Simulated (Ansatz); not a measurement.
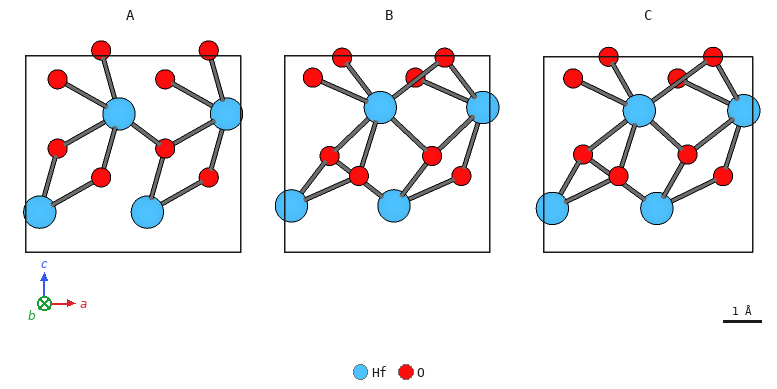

3 geometries from one relaxation of a crystal of HfO2 (set up in Pca2_1), in shuffled order. A ball-and-stick model of the cell of the calculation, seen along the b axis.

Case: volume × 1.06, shape and atoms relaxed.

Theory: Ansatz 0.2.0, DFT PBE, scalar-relativistic, plane waves, PAW. Set-up: plane-wave cutoff 420 eV; k-point mesh 4 × 6 × 6; occupations gaussian; smearing width 0.02 eV; no spin polarisation; cell relaxed at fixed volume; force threshold 0.01 eV/Å; at most 30 steps.

Put them in the order of the run, from the start to the converged end.

B, C, A. They are steps 0, 3, 10, at +24.0 meV per atom, +16.3 meV per atom relative to the last. The largest moves relative to the cell, 0.52 Å, are those of O atoms. By element the largest moves are O 0.52 Å, Hf 0.26 Å. The drawn cell changes at constant volume: a 5.418 → 5.685 Å (+4.9 %), b 5.154 → 4.921 Å (−4.5 %), c 5.196 → 5.187 Å (−0.2 %). Some distances before and after: Hf–O 2.397 → 3.199 Å, Hf–Hf 3.502 → 3.332 Å, Hf–O 2.307 → 2.173 Å, Hf–O 2.151 → 2.030 Å. Bonds break, among them: Hf–O (2.40 → 3.20 Å). Among the angles between lasting bonds that change: O–Hf–O 119.5° → 97.4°, O–Hf–O 134.2° → 153.7°, Hf–O–Hf 109.4° → 126.8°. The space group (tolerance 0.01 Å) goes from Pca2_1 (No. 29) to Pbcn (No. 60). The energy falls by 24.0 meV per atom in 8 accepted moves (10 points after the start). The largest force component goes from 0.1 to 0.0022 eV/Å. The pressure goes from −10.72 to 6.62 GPa. At 2 points the geometry stayed and the basis and grid were re-selected for the new cell (energy shift of 1.4 meV per atom at most each time). Cost: 6 min on 4 threads of Intel(R) Xeon(R) Processor @ 2.50GHz (Skylake/Cascade Lake), with other jobs on the host, peak memory 0.9 GiB.
